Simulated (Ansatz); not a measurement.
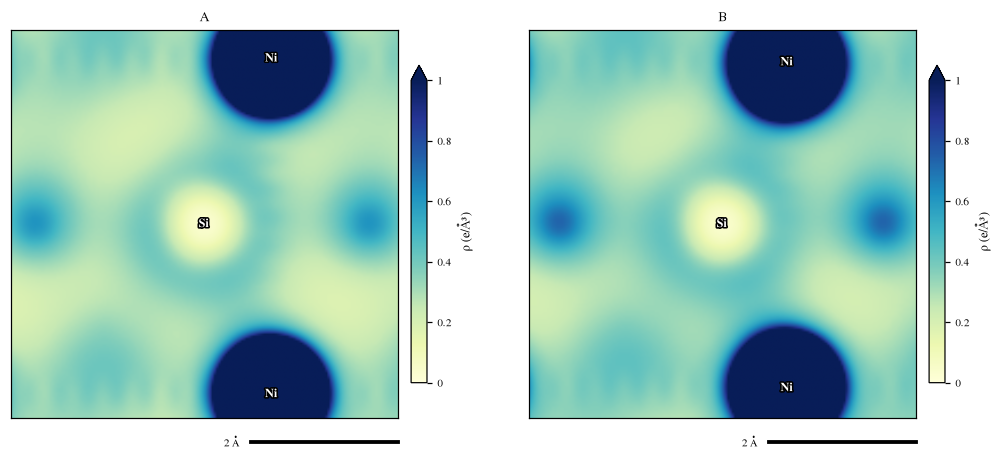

SiNi. The valence electron density of two cells that differ in size, on the (100) plane of each (indices in the axes of the calculation cell), at one length scale and on one colour scale; one has 10.8 and the other 11.8 Å³ an atom.

All numbers below come from Ansatz, DFT r2SCAN, scalar-relativistic, plane waves, PAW.

Core electrons are frozen (PAW), and the valence fields are smoothed inside the atomic spheres.

The larger cell:

```
Si Ni
1.0
     4.55252    0.00000    0.00000
     0.00000    4.55252    0.00000
     0.00000    0.00000    4.55252
Si Ni
4 4
Direct
  0.65364 0.15364 0.34636
  0.15364 0.34636 0.65364
  0.34636 0.65364 0.15364
  0.84636 0.84636 0.84636
  0.35317 0.85317 0.64683
  0.85317 0.64683 0.35317
  0.64683 0.35317 0.85317
  0.14683 0.14683 0.14683
```

The smaller cell: a = 4.420 Å, b = 4.420 Å, c = 4.420 Å, α = 90.00°, β = 90.00°, γ = 90.00°.

### Which is the denser cell? Describe the effect of the change.

Panel B is the smaller cell, by 8 % in volume. From the larger cell to the smaller, Si–Ni goes from 2.42 to 2.39 Å, and the density at its midpoint from 0.39 to 0.43 e/Å³; the pressure goes from −10 to 7 GPa.
